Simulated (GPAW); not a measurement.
BAs (F-43m): refractive index against wavelength

The refractive index of BAs (F-43m) below the direct gap (3.27 eV on the mesh) is read from one computed spectrum, n = √(Re ε).

Cell: a, b, c = 3.378, 3.378, 3.378 Å (primitive vectors), 2 atoms.

Method: GPAW 26.7.0, LDA, RPA, k-mesh 12×12×12, local fields up to 50 eV, Lorentzian half width 0.15 eV.

Launch of the response step: `OMP_NUM_THREADS=1 python df.py`. The run took 69 s, its band step included, on 1 thread of Intel(R) Xeon(R) Processor @ 2.50GHz (Skylake/Cascade Lake) (shared host).

| wavelength (nm) | photon energy E (eV) | n |
| --- | --- | --- |
| 1550 | 0.800 | 3.1458 |
| 1310 | 0.946 | 3.1588 |
| 1064 | 1.165 | ? |
| 850 | 1.459 | 3.2252 |
| 700 | 1.771 | 3.2848 |
| 633 | 1.959 | 3.3295 |
| 532 | 2.331 | 3.4434 |

In the single-oscillator model n² − 1 = E₀E_d/(E₀² − E²), so 1/(n² − 1) = E₀/E_d − E²/(E₀E_d) is linear in E².

Working, on the rows shown:

| x = E² (eV²) | y = 1/(n² − 1) |
| --- | --- |
| 0.639837 | 0.112409 |
| 0.895757 | 0.111383 |
| 2.12762 | 0.106361 |
| 3.13716 | 0.102146 |
| 3.83641 | 0.0991516 |
| 5.43137 | 0.0921064 |

Means: x̄ = 2.678, ȳ = 0.10393. Σ(x − x̄)(y − ȳ) = -0.07081, Σ(x − x̄)² = 16.77. Slope = -0.07081 / 16.77 = -0.004223; intercept = ȳ − slope · x̄ = 0.11524. Turned back into n, the line misses the rows shown by at most 0.0033.

Question: Fill in the last column of the withheld row.

Answer: At x = 1.3578 the line gives y = 0.1095, that is 3.1831. The run gave 3.1830, so the interpolation is off by 0.00012, 0.0 % of the range in the table.

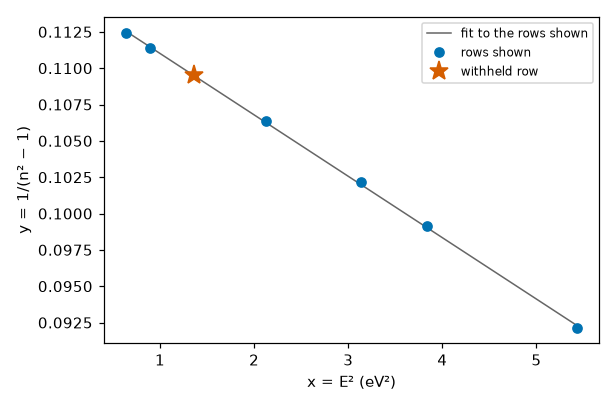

Refitted with all rows, the slope is -0.004224 and the intercept 0.11524. These give E₀ = √(intercept/−slope) = 5.22 eV and E_d = E₀/intercept = 45.3 eV; E₀ is 1.6 times the direct gap. The electronic limit at long wavelengths, without lattice vibrations, is n = √(1 + 1/intercept) = 3.111. Excitons are left out; LDA gaps are as a rule too small. The values come from a sum over the points of one k-mesh and carry its error, which grows as the direct gap shrinks. The local-field cutoff holds few shells of reciprocal vectors for this small cell, so ε∞ can read a few per cent high. Spin-orbit coupling is left out.
